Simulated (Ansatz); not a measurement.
# Geometry relaxation, with input and output: C₁₁H₃ (part 3 of 3)

Continued. System: C₁₁H₃ (slab, 28 atoms in the cell). Method: DFT RPBE, scalar-relativistic, plane waves, PAW, no spin polarisation (Ansatz 0.2.0); cutoff 420 eV, 5×10×1 k-mesh, Gaussian smearing of 0.05 eV. The structure derives from an entry of the Crystallography Open Database. The input holds or restrains some coordinates. Forces given for the steps count only the free coordinates.

Output, continued:
```
  k-point 2: bands = ["-17.7790", "-17.1385", "-16.0790", "-14.6433", "-13.4044", "-13.3941", "-13.0172", "-12.8198", "-12.7211", "-12.1931", "-12.0450", "-10.8326", "-9.2545", "-9.1751", "-9.1025", "-7.8041", "-7.6496", "-7.3210", "-6.2338", "-6.2077", "-5.7601", "-5.5409", "-4.9904", "-4.2383", "-3.9699", "-3.6695", "-3.0838", "-2.9925", "-2.9789", "-2.7705", "-2.7062", "-2.6252", "-2.0897", "-2.0877", "-2.0552", "-2.0290", "-1.8230", "-1.2087", "-1.0824", "-0.9221", "-0.6692", "-0.0286", "0.4480", "0.4978", "0.6372", "1.6273", "1.6368", "5.5703", "5.6989", "6.6801", "7.2492", "7.9165", "7.9777", "8.0659", "8.3291", "8.5502", "8.6984", "8.8344", "8.8460", "9.0933", "9.3713", "9.4396", "9.7366", "9.8874", "10.0645", "10.1484", "10.2244", "10.2259", "10.3502", "10.4769", "11.0273", "11.0500", "11.5676", "11.6041", "11.7061"]
  k-point 17: bands = ["-13.5209", "-13.4552", "-13.1137", "-12.9732", "-12.5379", "-12.4987", "-12.3420", "-12.1011", "-11.8170", "-11.5996", "-11.4883", "-10.1966", "-9.6755", "-9.3706", "-9.2121", "-8.5545", "-8.5252", "-8.0374", "-7.7624", "-7.2229", "-7.2149", "-6.9626", "-6.5650", "-6.1777", "-4.9730", "-4.6921", "-4.5475", "-4.5001", "-4.2883", "-4.0398", "-3.7680", "-3.4403", "-3.2624", "-3.0661", "-2.8379", "-2.7812", "-2.7568", "-2.5731", "-2.5549", "-2.3840", "-2.2958", "-2.2624", "-1.8226", "-1.6911", "-1.6673", "-1.1851", "-0.6237", "6.5482", "6.8624", "7.8064", "8.4384", "8.4537", "8.8588", "9.0330", "9.2954", "9.4910", "9.6647", "9.9326", "10.0819", "10.1239", "10.5636", "10.6704", "10.7007", "11.1210", "11.2519", "11.5043", "11.5819", "11.6371", "12.0045", "12.2578", "12.5111", "12.5628", "12.6072", "12.6424", "12.8966"]
--- Relaxed structure (6 steps of the walk, 5 accepted, 0 SCFs on fresh bases) ---
  F+E_penalty+E_count = -5634.29172813 eV   max|allowed force component| = 2.114e-2 eV/Å
  atoms:
    - { symbol: H, position: [0.25, 0.1331838547, 0.2888230064] }
    - { symbol: H, position: [0.25, 0.8668161453, 0.2888230064] }
    - { symbol: H, position: [0.75, 0.8668161453, 0.2888230064] }
    - { symbol: H, position: [0.75, 0.1331838547, 0.2888230064] }
    - { symbol: C, position: [0.25, 0.5, 0.31118932410000005] }
    - { symbol: C, position: [0.75, 0.5, 0.31118932410000005] }
    - { symbol: C, position: [0.5, 0.5, 0.3416739214] }
    - { symbol: C, position: [0.0, 0.5, 0.3416739214] }
    - { symbol: C, position: [0.5, 0.0, 0.37215851870000005] }
    - { symbol: C, position: [0.0, 0.0, 0.37215851870000005] }
    - { symbol: C, position: [0.75, 0.0, 0.4026431161] }
    - { symbol: C, position: [0.25, 0.0, 0.4026431161] }
    - { symbol: C, position: [0.75, 0.5, 0.43312771340000006] }
    - { symbol: C, position: [0.25, 0.5, 0.43312771340000006] }
    - { symbol: C, position: [0.002710303823119012, 0.5, 0.463622201968209] }
    - { symbol: C, position: [0.49728969617688096, 0.5, 0.463622201968209] }
    - { symbol: C, position: [0.002688428404378028, 0.0, 0.4941008742223732] }
    - { symbol: C, position: [0.4973115715956219, 0.0, 0.4941008742223732] }
    - { symbol: C, position: [0.25, 0.0, 0.5265107592143272] }
    - { symbol: C, position: [0.75, 0.0, 0.522792465248703] }
    - { symbol: C, position: [0.25, 0.5, 0.5582699751668306] }
    - { symbol: C, position: [0.75, 0.5, 0.551943973306269] }
    - { symbol: C, position: [0.5181514544255368, 0.5, 0.5859090239277992] }
    - { symbol: C, position: [-0.018151454425536753, 0.5, 0.5859090239277992] }
    - { symbol: C, position: [0.5895752074488152, 0.0, 0.6135773411408653] }
    - { symbol: C, position: [0.9104247925511849, 0.0, 0.6135773411408653] }
    - { symbol: H, position: [0.9943498743322056, 0.0, 0.648067491132804] }
    - { symbol: H, position: [0.5056501256677943, 0.0, 0.648067491132804] }
```

Trajectory as extended XYZ (Å, eV, eV/Å), 6 frames, from step=1 to step=6:
```
28
Lattice="5.0751 0.0000 0.0000 0.0000 2.5375 0.0000 0.0000 0.0000 29.4298" Properties=species:S:1:pos:R:3:forces:R:3 step=1 energy=-5633.02079
H     1.2688    0.3380    8.5000    0.0000  11.6849   0.5398
H     1.2688    2.1996    8.5000    0.0000 -11.6849   0.5398
H     3.8063    2.1996    8.5000    0.0000 -11.6851   0.5390
H     3.8063    0.3380    8.5000    0.0000  11.6851   0.5390
C     1.2688    1.2688    9.1582    0.0000   0.0000   0.1740
C     3.8063    1.2688    9.1582    0.0000   0.0000   0.1643
C     2.5375    1.2688   10.0554    0.0125   0.0000  -1.3071
C     0.0000    1.2688   10.0554   -0.0125   0.0000  -1.3071
C     2.5375    0.0000   10.9525   -0.0268   0.0000   0.0805
C     0.0000    0.0000   10.9525    0.0268   0.0000   0.0805
C     3.8063    0.0000   11.8497    0.0000   0.0000   0.0525
C     1.2688    0.0000   11.8497    0.0000   0.0000  -0.0867
C     3.8063    1.2688   12.7469    0.0000   0.0000   0.3101
C     1.2688    1.2688   12.7469    0.0000   0.0000  -0.3194
C     0.0196    1.2688   13.6447    0.0124   0.0000  -0.0108
C     2.5179    1.2688   13.6447   -0.0124   0.0000  -0.0108
C     0.0203    0.0000   14.5410   -0.0209   0.0000   0.0375
C     2.5172    0.0000   14.5410    0.0209   0.0000   0.0375
C     1.2688    0.0000   15.5211    0.0000   0.0000   0.0074
C     3.8063    0.0000   15.3639    0.0000   0.0000   0.2255
C     1.2688    1.2688   16.4731    0.0000   0.0000  -0.2481
C     3.8063    1.2688   16.2076    0.0000   0.0000   0.3483
C     2.6318    1.2688   17.2780    0.2677   0.0000  -2.8509
C    -0.0942    1.2688   17.2780   -0.2677   0.0000  -2.8509
C     3.1143    0.0000   17.9577   -7.1657   0.0000   3.0534
C     4.4983    0.0000   17.9577    7.1657   0.0000   3.0534
H     4.7813    0.0000   19.0414    0.7668   0.0000  -0.3942
H     2.8314    0.0000   19.0414   -0.7668   0.0000  -0.3942
28
Lattice="5.0751 0.0000 0.0000 0.0000 2.5375 0.0000 0.0000 0.0000 29.4298" Properties=species:S:1:pos:R:3:forces:R:3 step=2 energy=-5634.08446
H     1.2688    0.3380    8.5000    0.0000  11.6849   0.5396
H     1.2688    2.1996    8.5000    0.0000 -11.6849   0.5396
H     3.8063    2.1996    8.5000    0.0000 -11.6851   0.5391
H     3.8063    0.3380    8.5000    0.0000  11.6851   0.5391
C     1.2688    1.2688    9.1582    0.0000   0.0000   0.1727
C     3.8063    1.2688    9.1582    0.0000   0.0000   0.1656
C     2.5375    1.2688   10.0554    0.0090   0.0000  -1.3068
C     0.0000    1.2688   10.0554   -0.0090   0.0000  -1.3068
C     2.5375    0.0000   10.9525   -0.0216   0.0000   0.0808
C     0.0000    0.0000   10.9525    0.0216   0.0000   0.0808
C     3.8063    0.0000   11.8497    0.0000   0.0000   0.0429
C     1.2688    0.0000   11.8497    0.0000   0.0000  -0.0807
C     3.8063    1.2688   12.7469    0.0000   0.0000   0.2525
C     1.2688    1.2688   12.7469    0.0000   0.0000  -0.2690
C     0.0183    1.2688   13.6444   -0.1056   0.0000  -0.0077
C     2.5193    1.2688   13.6444    0.1056   0.0000  -0.0077
C     0.0148    0.0000   14.5407    0.1246   0.0000   0.0084
C     2.5228    0.0000   14.5407   -0.1246   0.0000   0.0084
C     1.2688    0.0000   15.5073    0.0000   0.0000   0.0106
C     3.8063    0.0000   15.3753    0.0000   0.0000  -0.0127
C     1.2688    1.2688   16.4505    0.0000   0.0000  -0.0072
C     3.8063    1.2688   16.2194    0.0000   0.0000   0.8857
C     2.6320    1.2688   17.2580    0.3996   0.0000  -0.8381
C    -0.0945    1.2688   17.2580   -0.3996   0.0000  -0.8381
C     3.0563    0.0000   18.0421   -2.9170   0.0000   0.8931
C     4.5563    0.0000   18.0421    2.9170   0.0000   0.8931
H     4.9650    0.0000   19.0851   -0.0266   0.0000  -0.4871
H     2.6476    0.0000   19.0851    0.0266   0.0000  -0.4871
28
Lattice="5.0751 0.0000 0.0000 0.0000 2.5375 0.0000 0.0000 0.0000 29.4298" Properties=species:S:1:pos:R:3:forces:R:3 step=3 energy=-5634.26689
H     1.2688    0.3380    8.5000    0.0000  11.6849   0.5396
H     1.2688    2.1996    8.5000    0.0000 -11.6849   0.5396
H     3.8063    2.1996    8.5000    0.0000 -11.6851   0.5391
H     3.8063    0.3380    8.5000    0.0000  11.6851   0.5391
C     1.2688    1.2688    9.1582    0.0000   0.0000   0.1727
C     3.8063    1.2688    9.1582    0.0000   0.0000   0.1659
C     2.5375    1.2688   10.0554    0.0087   0.0000  -1.3068
C     0.0000    1.2688   10.0554   -0.0087   0.0000  -1.3068
C     2.5375    0.0000   10.9525   -0.0195   0.0000   0.0811
C     0.0000    0.0000   10.9525    0.0195   0.0000   0.0811
C     3.8063    0.0000   11.8497    0.0000   0.0000   0.0359
C     1.2688    0.0000   11.8497    0.0000   0.0000  -0.0702
C     3.8063    1.2688   12.7469    0.0000   0.0000   0.2391
C     1.2688    1.2688   12.7469    0.0000   0.0000  -0.2255
C     0.0153    1.2688   13.6447   -0.0398   0.0000  -0.0008
C     2.5222    1.2688   13.6447    0.0398   0.0000  -0.0008
C     0.0141    0.0000   14.5415    0.0313   0.0000   0.0128
C     2.5235    0.0000   14.5415   -0.0313   0.0000   0.0128
C     1.2688    0.0000   15.5002    0.0000   0.0000  -0.0803
C     3.8063    0.0000   15.3841    0.0000   0.0000  -0.1233
C     1.2688    1.2688   16.4365    0.0000   0.0000  -0.0861
C     3.8063    1.2688   16.2367    0.0000   0.0000   0.1310
C     2.6318    1.2688   17.2394    0.1710   0.0000   0.1180
C    -0.0943    1.2688   17.2394   -0.1710   0.0000   0.1180
C     3.0178    0.0000   18.0555   -1.0136   0.0000   0.1101
C     4.5949    0.0000   18.0555    1.0136   0.0000   0.1101
H     5.0384    0.0000   19.0705   -0.1107   0.0000  -0.1717
H     2.5742    0.0000   19.0705    0.1107   0.0000  -0.1717
28
Lattice="5.0751 0.0000 0.0000 0.0000 2.5375 0.0000 0.0000 0.0000 29.4298" Properties=species:S:1:pos:R:3:forces:R:3 step=4 energy=-5634.26344 accepted=F
H     1.2688    0.3380    8.5000    0.0000  11.6850   0.5396
H     1.2688    2.1996    8.5000    0.0000 -11.6850   0.5396
H     3.8063    2.1996    8.5000    0.0000 -11.6852   0.5392
H     3.8063    0.3380    8.5000    0.0000  11.6852   0.5392
C     1.2688    1.2688    9.1582    0.0000   0.0000   0.1718
C     3.8063    1.2688    9.1582    0.0000   0.0000   0.1657
C     2.5375    1.2688   10.0554    0.0081   0.0000  -1.3069
C     0.0000    1.2688   10.0554   -0.0081   0.0000  -1.3069
C     2.5375    0.0000   10.9525   -0.0171   0.0000   0.0803
C     0.0000    0.0000   10.9525    0.0171   0.0000   0.0803
C     3.8063    0.0000   11.8497    0.0000   0.0000   0.0208
C     1.2688    0.0000   11.8497    0.0000   0.0000  -0.0686
C     3.8063    1.2688   12.7469    0.0000   0.0000   0.1810
C     1.2688    1.2688   12.7469    0.0000   0.0000  -0.2228
C     0.0126    1.2688   13.6438    0.0037   0.0000  -0.0326
C     2.5249    1.2688   13.6438   -0.0037   0.0000  -0.0326
C     0.0127    0.0000   14.5392   -0.0168   0.0000   0.0343
C     2.5248    0.0000   14.5392    0.0168   0.0000   0.0343
C     1.2688    0.0000   15.4863    0.0000   0.0000   0.1356
C     3.8063    0.0000   15.3873    0.0000   0.0000   0.1123
C     1.2688    1.2688   16.4219    0.0000   0.0000  -0.1069
C     3.8063    1.2688   16.2533    0.0000   0.0000  -0.4327
C     2.6226    1.2688   17.2405    0.0181   0.0000   0.1501
C    -0.0850    1.2688   17.2405   -0.0181   0.0000   0.1501
C     2.9726    0.0000   18.0528    0.7709   0.0000  -0.2395
C     4.6400    0.0000   18.0528   -0.7709   0.0000  -0.2395
H     5.0076    0.0000   19.0778    0.3161   0.0000   0.2564
H     2.6050    0.0000   19.0778   -0.3161   0.0000   0.2564
28
Lattice="5.0751 0.0000 0.0000 0.0000 2.5375 0.0000 0.0000 0.0000 29.4298" Properties=species:S:1:pos:R:3:forces:R:3 step=5 energy=-5634.29131
H     1.2688    0.3380    8.5000    0.0000  11.6850   0.5396
H     1.2688    2.1996    8.5000    0.0000 -11.6850   0.5396
H     3.8063    2.1996    8.5000    0.0000 -11.6851   0.5391
H     3.8063    0.3380    8.5000    0.0000  11.6851   0.5391
C     1.2688    1.2688    9.1582    0.0000   0.0000   0.1723
C     3.8063    1.2688    9.1582    0.0000   0.0000   0.1657
C     2.5375    1.2688   10.0554    0.0085   0.0000  -1.3069
C     0.0000    1.2688   10.0554   -0.0085   0.0000  -1.3069
C     2.5375    0.0000   10.9525   -0.0183   0.0000   0.0806
C     0.0000    0.0000   10.9525    0.0183   0.0000   0.0806
C     3.8063    0.0000   11.8497    0.0000   0.0000   0.0256
C     1.2688    0.0000   11.8497    0.0000   0.0000  -0.0692
C     3.8063    1.2688   12.7469    0.0000   0.0000   0.2030
C     1.2688    1.2688   12.7469    0.0000   0.0000  -0.2240
C     0.0134    1.2688   13.6441    0.0050   0.0000  -0.0141
C     2.5241    1.2688   13.6441   -0.0050   0.0000  -0.0141
C     0.0133    0.0000   14.5403    0.0006   0.0000   0.0095
C     2.5242    0.0000   14.5403   -0.0006   0.0000   0.0095
C     1.2688    0.0000   15.4923    0.0000   0.0000   0.0649
C     3.8063    0.0000   15.3853    0.0000   0.0000   0.0297
C     1.2688    1.2688   16.4279    0.0000   0.0000   0.0062
C     3.8063    1.2688   16.2448    0.0000   0.0000  -0.0863
C     2.6295    1.2688   17.2428    0.0139   0.0000  -0.0107
C    -0.0919    1.2688   17.2428   -0.0139   0.0000  -0.0107
C     2.9952    0.0000   18.0567   -0.1049   0.0000   0.0116
C     4.6174    0.0000   18.0567    0.1049   0.0000   0.0116
H     5.0455    0.0000   19.0703   -0.0066   0.0000   0.0073
H     2.5671    0.0000   19.0703    0.0066   0.0000   0.0073
28
Lattice="5.0751 0.0000 0.0000 0.0000 2.5375 0.0000 0.0000 0.0000 29.4298" Properties=species:S:1:pos:R:3:forces:R:3 step=6 energy=-5634.29173
H     1.2688    0.3380    8.5000    0.0000  11.6850   0.5396
H     1.2688    2.1996    8.5000    0.0000 -11.6850   0.5396
H     3.8063    2.1996    8.5000    0.0000 -11.6851   0.5391
H     3.8063    0.3380    8.5000    0.0000  11.6851   0.5391
C     1.2688    1.2688    9.1582    0.0000   0.0000   0.1724
C     3.8063    1.2688    9.1582    0.0000   0.0000   0.1657
C     2.5375    1.2688   10.0554    0.0086   0.0000  -1.3069
C     0.0000    1.2688   10.0554   -0.0086   0.0000  -1.3069
C     2.5375    0.0000   10.9525   -0.0186   0.0000   0.0807
C     0.0000    0.0000   10.9525    0.0186   0.0000   0.0807
C     3.8063    0.0000   11.8497    0.0000   0.0000   0.0286
C     1.2688    0.0000   11.8497    0.0000   0.0000  -0.0682
C     3.8063    1.2688   12.7469    0.0000   0.0000   0.2175
C     1.2688    1.2688   12.7469    0.0000   0.0000  -0.2176
C     0.0138    1.2688   13.6443    0.0016   0.0000   0.0010
C     2.5238    1.2688   13.6443   -0.0016   0.0000   0.0010
C     0.0136    0.0000   14.5413    0.0011   0.0000  -0.0047
C     2.5239    0.0000   14.5413   -0.0011   0.0000  -0.0047
C     1.2688    0.0000   15.4951    0.0000   0.0000  -0.0004
C     3.8063    0.0000   15.3857    0.0000   0.0000   0.0003
C     1.2688    1.2688   16.4298    0.0000   0.0000  -0.0211
C     3.8063    1.2688   16.2436    0.0000   0.0000   0.0071
C     2.6297    1.2688   17.2432   -0.0127   0.0000   0.0086
C    -0.0921    1.2688   17.2432    0.0127   0.0000   0.0086
C     2.9921    0.0000   18.0575    0.0084   0.0000   0.0145
C     4.6205    0.0000   18.0575   -0.0084   0.0000   0.0145
H     5.0464    0.0000   19.0725   -0.0053   0.0000  -0.0142
H     2.5662    0.0000   19.0725    0.0053   0.0000  -0.0142
```

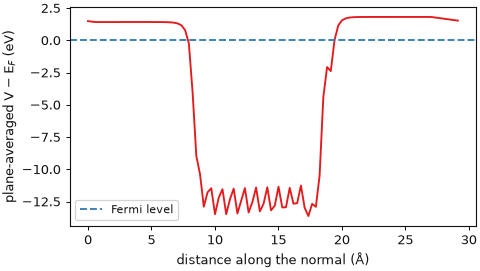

Figure 1. Plane average of the electrostatic potential energy of an electron across the cell, from the Fermi level. The vacuum level lies 1.81 eV above the Fermi level on the upper side and 1.42 eV on the lower.

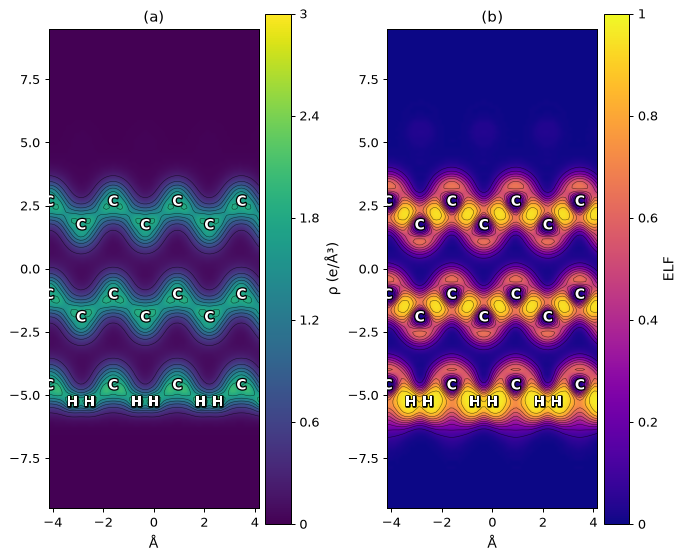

Figure 2. (a) valence charge density (pseudo); (b) ELF on the (100) plane of the calculation cell, a cut from vacuum to vacuum. The section cuts through H and C sites. H–H (0.68 Å): the density is about 1.7 e/Å³ at the midpoint; the ELF is about 0.90 at the midpoint (a covalent bond by its length). C–C (1.55 Å): the density is about 1.6 e/Å³ at the midpoint; the ELF peaks at about 0.95 between the atoms (localised, shared-pair bonding). The density dies away to nearly zero in the vacuum. In a PAW calculation such maps are meaningful between the atoms, not at the nuclei.

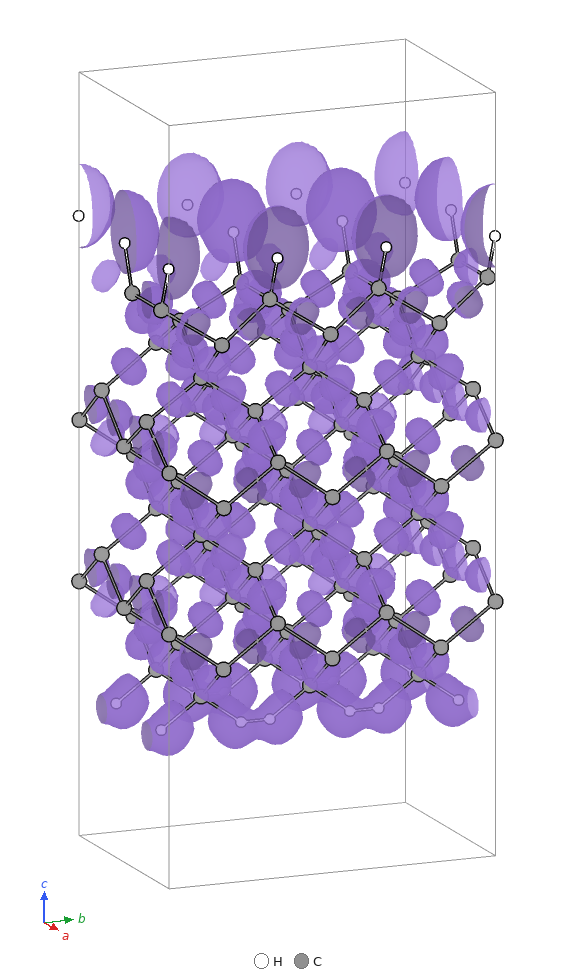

Figure 3. Isosurface of the ELF at 0.8 (purple), seen slightly off an axis. Only the valence region is drawn (cores and ρ < 0.01 e/Å³ removed). Sticks mark near contacts. Along the contacts the grid gives the following. H–H (0.68 Å): the ELF is about 0.90 at the midpoint; a covalent bond by its length.

Key numbers:

```json
{"quantity": "outcome", "value": "converged under the restraints of the input"}
{"quantity": "electrons treated", "value": "94"}
{"quantity": "free energy", "value": "−5634.2917 eV"}
{"quantity": "work function, top face", "value": "1.81 eV"}
{"quantity": "work function, bottom face", "value": "1.42 eV"}
{"quantity": "Fermi energy", "value": "4.041 eV"}
{"quantity": "gap on the k-point mesh", "value": "1.27 eV"}
{"quantity": "final volume", "value": "379.00 Å³"}
{"quantity": "work function (upper face)", "value": "1.81 eV"}
{"quantity": "largest force (length of the vector) at the end, held atoms and coordinates included", "value": "11.698 eV/Å"}
{"quantity": "hardware", "value": "2 threads of Arm Neoverse V1, 24 GiB of memory available, shared host"}
{"quantity": "wall time", "value": "4.3 min (CPU time 8.6 min)"}
{"quantity": "peak memory", "value": "0.86 GiB"}
```

Remarks:

The program warns: the exchange-correlation potential is rough where the density is thin.
